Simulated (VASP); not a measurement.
**Single-point calculation of InP (part 2 of 2)**

The same run, continued: InP (54 atoms in the cell); Kohn-Sham DFT of a periodic cell, PBE, VASP PAW PBE potentials, recommended, no spin polarisation (VASP 6.6.1); cutoff 400 eV, 1×1×1 k-mesh, Gaussian smearing of 0.05 eV. The structure derives from an entry of the Crystallography Open Database. It belongs to a series of runs on one base structure; here: grid = ENCUT=400 dk=0.9 cell=3x3x3 ISMEAR=0 SIGMA=0.05 LREAL=Auto EDIFF=1e-06. The settings are looser than a standard set-up, so the numbers are not reference values.

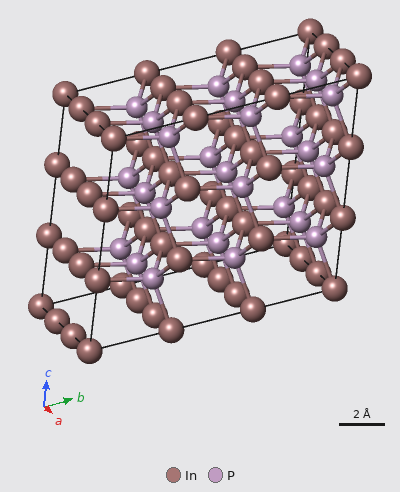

Figure 1. The structure as given in the input (ball-and-stick view of the cell of the calculation, seen slightly off an axis). An atom can appear more than once, as a periodic image.

### Parts of OUTCAR, continued
```
    171      -0.2218      2.00000
    172      -0.2218      2.00000
    173      -0.2218      2.00000
    174      -0.2218      2.00000
    175       0.7032      2.00000
    176       0.7032      2.00000
    177       0.7032      2.00000
    178       0.7032      2.00000
    179       0.7032      2.00000
    180       0.7032      2.00000
    181       0.7032      2.00000
    182       0.7032      2.00000
    183       0.8189      2.00000
    184       0.8189      2.00000
    185       0.8189      2.00000
    186       0.8189      2.00000
    187       0.8189      2.00000
    188       0.8189      2.00000
    189       1.8848      2.00000
    190       1.8848      2.00000
    191       1.8848      2.00000
    192       1.8848      2.00000
    193       1.8848      2.00000
    194       1.8848      2.00000
    195       1.8848      2.00000
    196       1.8848      2.00000
    197       1.8848      2.00000
    198       1.8848      2.00000
    199       1.8848      2.00000
    200       1.8848      2.00000
    201       3.3862      2.00000
    202       3.3862      2.00000
    203       3.3862      2.00000
    204       3.3862      2.00000
    205       3.3862      2.00000
    206       3.3862      2.00000
    207       3.3862      2.00000
    208       3.3862      2.00000
    209       3.3862      2.00000
    210       3.3862      2.00000
    211       3.3862      2.00000
    212       3.3862      2.00000
    213       3.6193      2.00000
    214       3.6193      2.00000
    215       3.6193      2.00000
    216       3.6193      2.00000
    217       3.6193      2.00000
    218       3.6193      2.00000
    219       3.6193      2.00000
    220       3.6193      2.00000
    221       3.6193      2.00000
    222       3.6193      2.00000
    223       3.6193      2.00000
    224       3.6193      2.00000
    225       4.5226      2.00000
    226       4.5226      2.00000
    227       4.5226      2.00000
    228       4.5226      2.00000
    229       4.5226      2.00000
    230       4.5226      2.00000
    231       4.5226      2.00000
    232       4.5226      2.00000
    233       4.5226      2.00000
    234       4.5226      2.00000
    235       4.5226      2.00000
    236       4.5226      2.00000
    237       4.5226      2.00000
    238       4.5226      2.00000
    239       4.5226      2.00000
    240       4.5226      2.00000
    241       5.3127      2.00000
    242       5.3127      2.00000
    243       5.3127      2.00000
    244       5.9893      0.00000
    245       6.9144      0.00000
    246       6.9144      0.00000
    247       6.9144      0.00000
    248       6.9144      0.00000
    249       6.9144      0.00000
    250       6.9145      0.00000
    251       6.9145      0.00000
    252       6.9164      0.00000
    253       7.2935      0.00000
    254       7.2936      0.00000
    255       7.2936      0.00000
 [bands above 255 left out]

------------------------ aborting loop because EDIFF is reached ----------------------------------------

  FORCE on cell =-STRESS in cart. coord.  units (eV):
  Direction    XX          YY          ZZ          XY          YZ          ZX
  --------------------------------------------------------------------------------------
  -------------------------------------------------------------------------------------
  Total       34.9386932     34.9386932     34.9386932      0.0000000      0.0000000      0.0000000
  in kB       41.1906174     41.1906174     41.1906174      0.0000000      0.0000000      0.0000000
  external PRESSURE =      41.1906174 kB  Pullay stress =       0.0000000 kB

 VOLUME and BASIS-vectors are now :
 -----------------------------------------------------------------------------
  energy-cutoff  :      400.00
  volume of cell :     1359.00
      direct lattice vectors                 reciprocal lattice vectors
     0.000000000  8.791500000  8.791500000    -0.056873116  0.056873116  0.056873116
     8.791500000  0.000000000  8.791500000     0.056873116 -0.056873116  0.056873116
     8.791500000  8.791500000  0.000000000     0.056873116  0.056873116 -0.056873116

 POSITION                                       TOTAL-FORCE (eV/Angst)
 -----------------------------------------------------------------------------------
      0.00000      0.00000      0.00000         0.000000     -0.000000      0.000000
      2.93050      2.93050      0.00000        -0.000000     -0.000000     -0.000000
      5.86100      5.86100      0.00000        -0.000000     -0.000000     -0.000000
      2.93050      0.00000      2.93050         0.000000     -0.000000      0.000000
      5.86100      2.93050      2.93050        -0.000000     -0.000000      0.000000
      8.79150      5.86100      2.93050        -0.000000     -0.000000     -0.000000
      5.86100      0.00000      5.86100         0.000000      0.000000      0.000000
      8.79150      2.93050      5.86100         0.000000     -0.000000      0.000000
     11.72200      5.86100      5.86100         0.000000     -0.000000      0.000000
      0.00000      2.93050      2.93050         0.000000      0.000000      0.000000
      2.93050      5.86100      2.93050         0.000000     -0.000000     -0.000000
      5.86100      8.79150      2.93050         0.000000     -0.000000      0.000000
      2.93050      2.93050      5.86100        -0.000000     -0.000000     -0.000000
      5.86100      5.86100      5.86100        -0.000000     -0.000000      0.000000
      8.79150      8.79150      5.86100        -0.000000     -0.000000      0.000000
      5.86100      2.93050      8.79150         0.000000     -0.000000     -0.000000
      8.79150      5.86100      8.79150        -0.000000     -0.000000     -0.000000
     11.72200      8.79150      8.79150        -0.000000     -0.000000     -0.000000
      0.00000      5.86100      5.86100         0.000000      0.000000      0.000000
      2.93050      8.79150      5.86100        -0.000000     -0.000000      0.000000
      5.86100     11.72200      5.86100        -0.000000     -0.000000      0.000000
      2.93050      5.86100      8.79150        -0.000000     -0.000000     -0.000000
      5.86100      8.79150      8.79150        -0.000000     -0.000000     -0.000000
      8.79150     11.72200      8.79150        -0.000000     -0.000000      0.000000
      5.86100      5.86100     11.72200         0.000000     -0.000000      0.000000
      8.79150      8.79150     11.72200         0.000000     -0.000000     -0.000000
     11.72200     11.72200     11.72200        -0.000000     -0.000000     -0.000000
      4.39575      4.39575      4.39575         0.000000      0.000000      0.000000
      7.32625      7.32625      4.39575        -0.000000      0.000000      0.000000
     10.25675     10.25675      4.39575        -0.000000      0.000000      0.000000
      7.32625      4.39575      7.32625         0.000000      0.000000     -0.000000
     10.25675      7.32625      7.32625        -0.000000      0.000000     -0.000000
     13.18725     10.25675      7.32625         0.000000      0.000000      0.000000
     10.25675      4.39575     10.25675         0.000000      0.000000      0.000000
     13.18725      7.32625     10.25675        -0.000000      0.000000      0.000000
     16.11775     10.25675     10.25675        -0.000000      0.000000     -0.000000
      4.39575      7.32625      7.32625         0.000000      0.000000      0.000000
      7.32625     10.25675      7.32625        -0.000000      0.000000      0.000000
     10.25675     13.18725      7.32625         0.000000      0.000000      0.000000
      7.32625      7.32625     10.25675         0.000000      0.000000     -0.000000
     10.25675     10.25675     10.25675        -0.000000      0.000000      0.000000
     13.18725     13.18725     10.25675         0.000000      0.000000      0.000000
     10.25675      7.32625     13.18725         0.000000      0.000000     -0.000000
     13.18725     10.25675     13.18725        -0.000000      0.000000      0.000000
     16.11775     13.18725     13.18725        -0.000000      0.000000     -0.000000
      4.39575     10.25675     10.25675        -0.000000      0.000000      0.000000
      7.32625     13.18725     10.25675        -0.000000      0.000000      0.000000
     10.25675     16.11775     10.25675         0.000000      0.000000     -0.000000
      7.32625     10.25675     13.18725         0.000000      0.000000     -0.000000
     10.25675     13.18725     13.18725        -0.000000      0.000000      0.000000
     13.18725     16.11775     13.18725        -0.000000      0.000000      0.000000
     10.25675     10.25675     16.11775         0.000000      0.000000      0.000000
     13.18725     13.18725     16.11775        -0.000000      0.000000      0.000000
     16.11775     16.11775     16.11775         0.000000      0.000000     -0.000000
 -----------------------------------------------------------------------------------
    total drift:                                0.000000      0.000000      0.000005

  FREE ENERGIE OF THE ION-ELECTRON SYSTEM (eV)
  ---------------------------------------------------
  free  energy   TOTEN  =      -215.5727284153 eV

  energy  without entropy=     -215.5727284153  energy(sigma->0) =     -215.57272842
```

### CONTCAR
```
InP
   1.00000000000000
     0.0000000000000000    8.7914999999999992    8.7914999999999992
     8.7914999999999992    0.0000000000000000    8.7914999999999992
     8.7914999999999992    8.7914999999999992    0.0000000000000000
  In              P
    27    27
Direct
     0.0000000000000000    0.0000000000000000    0.0000000000000000
     0.0000000000000000    0.0000000000000000    0.3333333332999970
     0.0000000000000000    0.0000000000000000    0.6666666667000030
     0.0000000000000000    0.3333333332999970    0.0000000000000000
     0.0000000000000000    0.3333333332999970    0.3333333332999970
     0.0000000000000000    0.3333333332999970    0.6666666667000030
     0.0000000000000000    0.6666666667000030    0.0000000000000000
     0.0000000000000000    0.6666666667000030    0.3333333332999970
     0.0000000000000000    0.6666666667000030    0.6666666667000030
     0.3333333332999970    0.0000000000000000    0.0000000000000000
     0.3333333332999970    0.0000000000000000    0.3333333332999970
     0.3333333332999970    0.0000000000000000    0.6666666667000030
     0.3333333332999970    0.3333333332999970    0.0000000000000000
     0.3333333332999970    0.3333333332999970    0.3333333332999970
     0.3333333332999970    0.3333333332999970    0.6666666667000030
     0.3333333332999970    0.6666666667000030    0.0000000000000000
     0.3333333332999970    0.6666666667000030    0.3333333332999970
     0.3333333332999970    0.6666666667000030    0.6666666667000030
     0.6666666667000030    0.0000000000000000    0.0000000000000000
     0.6666666667000030    0.0000000000000000    0.3333333332999970
     0.6666666667000030    0.0000000000000000    0.6666666667000030
     0.6666666667000030    0.3333333332999970    0.0000000000000000
     0.6666666667000030    0.3333333332999970    0.3333333332999970
     0.6666666667000030    0.3333333332999970    0.6666666667000030
     0.6666666667000030    0.6666666667000030    0.0000000000000000
     0.6666666667000030    0.6666666667000030    0.3333333332999970
     0.6666666667000030    0.6666666667000030    0.6666666667000030
     0.2500000000000000    0.2500000000000000    0.2500000000000000
     0.2500000000000000    0.2500000000000000    0.5833333332999970
     0.2500000000000000    0.2500000000000000    0.9166666667000030
     0.2500000000000000    0.5833333332999970    0.2500000000000000
     0.2500000000000000    0.5833333332999970    0.5833333332999970
     0.2500000000000000    0.5833333332999970    0.9166666667000030
     0.2500000000000000    0.9166666667000030    0.2500000000000000
     0.2500000000000000    0.9166666667000030    0.5833333332999970
     0.2500000000000000    0.9166666667000030    0.9166666667000030
     0.5833333332999970    0.2500000000000000    0.2500000000000000
     0.5833333332999970    0.2500000000000000    0.5833333332999970
     0.5833333332999970    0.2500000000000000    0.9166666667000030
     0.5833333332999970    0.5833333332999970    0.2500000000000000
     0.5833333332999970    0.5833333332999970    0.5833333332999970
     0.5833333332999970    0.5833333332999970    0.9166666667000030
     0.5833333332999970    0.9166666667000030    0.2500000000000000
     0.5833333332999970    0.9166666667000030    0.5833333332999970
     0.5833333332999970    0.9166666667000030    0.9166666667000030
     0.9166666667000030    0.2500000000000000    0.2500000000000000
     0.9166666667000030    0.2500000000000000    0.5833333332999970
     0.9166666667000030    0.2500000000000000    0.9166666667000030
     0.9166666667000030    0.5833333332999970    0.2500000000000000
     0.9166666667000030    0.5833333332999970    0.5833333332999970
     0.9166666667000030    0.5833333332999970    0.9166666667000030
     0.9166666667000030    0.9166666667000030    0.2500000000000000
     0.9166666667000030    0.9166666667000030    0.5833333332999970
     0.9166666667000030    0.9166666667000030    0.9166666667000030

  0.00000000E+00  0.00000000E+00  0.00000000E+00
  0.00000000E+00  0.00000000E+00  0.00000000E+00
  0.00000000E+00  0.00000000E+00  0.00000000E+00
  0.00000000E+00  0.00000000E+00  0.00000000E+00
  0.00000000E+00  0.00000000E+00  0.00000000E+00
  0.00000000E+00  0.00000000E+00  0.00000000E+00
  0.00000000E+00  0.00000000E+00  0.00000000E+00
  0.00000000E+00  0.00000000E+00  0.00000000E+00
  0.00000000E+00  0.00000000E+00  0.00000000E+00
  0.00000000E+00  0.00000000E+00  0.00000000E+00
  0.00000000E+00  0.00000000E+00  0.00000000E+00
  0.00000000E+00  0.00000000E+00  0.00000000E+00
  0.00000000E+00  0.00000000E+00  0.00000000E+00
  0.00000000E+00  0.00000000E+00  0.00000000E+00
  0.00000000E+00  0.00000000E+00  0.00000000E+00
  0.00000000E+00  0.00000000E+00  0.00000000E+00
  0.00000000E+00  0.00000000E+00  0.00000000E+00
  0.00000000E+00  0.00000000E+00  0.00000000E+00
  0.00000000E+00  0.00000000E+00  0.00000000E+00
  0.00000000E+00  0.00000000E+00  0.00000000E+00
  0.00000000E+00  0.00000000E+00  0.00000000E+00
  0.00000000E+00  0.00000000E+00  0.00000000E+00
  0.00000000E+00  0.00000000E+00  0.00000000E+00
  0.00000000E+00  0.00000000E+00  0.00000000E+00
  0.00000000E+00  0.00000000E+00  0.00000000E+00
  0.00000000E+00  0.00000000E+00  0.00000000E+00
  0.00000000E+00  0.00000000E+00  0.00000000E+00
  0.00000000E+00  0.00000000E+00  0.00000000E+00
  0.00000000E+00  0.00000000E+00  0.00000000E+00
  0.00000000E+00  0.00000000E+00  0.00000000E+00
  0.00000000E+00  0.00000000E+00  0.00000000E+00
  0.00000000E+00  0.00000000E+00  0.00000000E+00
  0.00000000E+00  0.00000000E+00  0.00000000E+00
  0.00000000E+00  0.00000000E+00  0.00000000E+00
  0.00000000E+00  0.00000000E+00  0.00000000E+00
  0.00000000E+00  0.00000000E+00  0.00000000E+00
  0.00000000E+00  0.00000000E+00  0.00000000E+00
  0.00000000E+00  0.00000000E+00  0.00000000E+00
  0.00000000E+00  0.00000000E+00  0.00000000E+00
  0.00000000E+00  0.00000000E+00  0.00000000E+00
  0.00000000E+00  0.00000000E+00  0.00000000E+00
  0.00000000E+00  0.00000000E+00  0.00000000E+00
  0.00000000E+00  0.00000000E+00  0.00000000E+00
  0.00000000E+00  0.00000000E+00  0.00000000E+00
  0.00000000E+00  0.00000000E+00  0.00000000E+00
  0.00000000E+00  0.00000000E+00  0.00000000E+00
  0.00000000E+00  0.00000000E+00  0.00000000E+00
  0.00000000E+00  0.00000000E+00  0.00000000E+00
  0.00000000E+00  0.00000000E+00  0.00000000E+00
  0.00000000E+00  0.00000000E+00  0.00000000E+00
  0.00000000E+00  0.00000000E+00  0.00000000E+00
  0.00000000E+00  0.00000000E+00  0.00000000E+00
  0.00000000E+00  0.00000000E+00  0.00000000E+00
  0.00000000E+00  0.00000000E+00  0.00000000E+00
```
